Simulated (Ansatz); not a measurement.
Start from this file.

```yaml
crystal:
  lattice:
    - [3.72206, 0.00000, 0.00000]
    - [-1.86103, 3.22340, 0.00000]
    - [0.00000, 0.00000, 6.74818]
  atoms:
    - { symbol: Zr, position: [0.00000, 0.00000, 0.00000] }
    - { symbol: S, position: [0.66667, 0.33333, 0.78797] }
    - { symbol: S, position: [0.33333, 0.66667, 0.21203] }
```

What would you see if this were drawn?

Formula: ZrS2. It is primitive hexagonal, space group P-3m1 (No. 164). The arrangement is known as cadmium iodide (CdI₂, 1T) type. The cell comprises 1 formula unit: 1 Zr, 2 S. About every Zr there are six S in an octahedral arrangement at 2.58 Å. The S atoms are each bonded to three Zr in a trigonal pyramidal arrangement at 2.58 Å. Not all metal-metal contacts are counted. The bonds build ZrS2 layers parallel to (001).

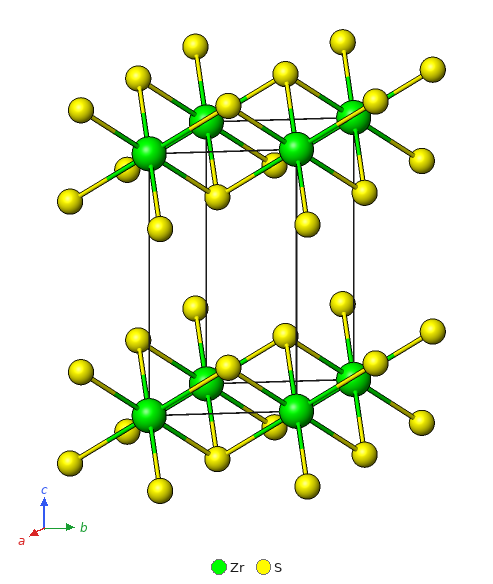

An orthographic ball-and-stick view of the structure, slightly off an axis. The conventional unit cell is outlined; an atom on or near a face, edge or corner is repeated at each equivalent position. Atoms just outside the outline that bond to atoms inside are added.

Provenance: a structure listed in the Materials Project. It was relaxed with DFT PBE, scalar-relativistic, plane waves, PAW in Ansatz 0.2.0 under a constraint or pressure on the cell, so some stress remains.
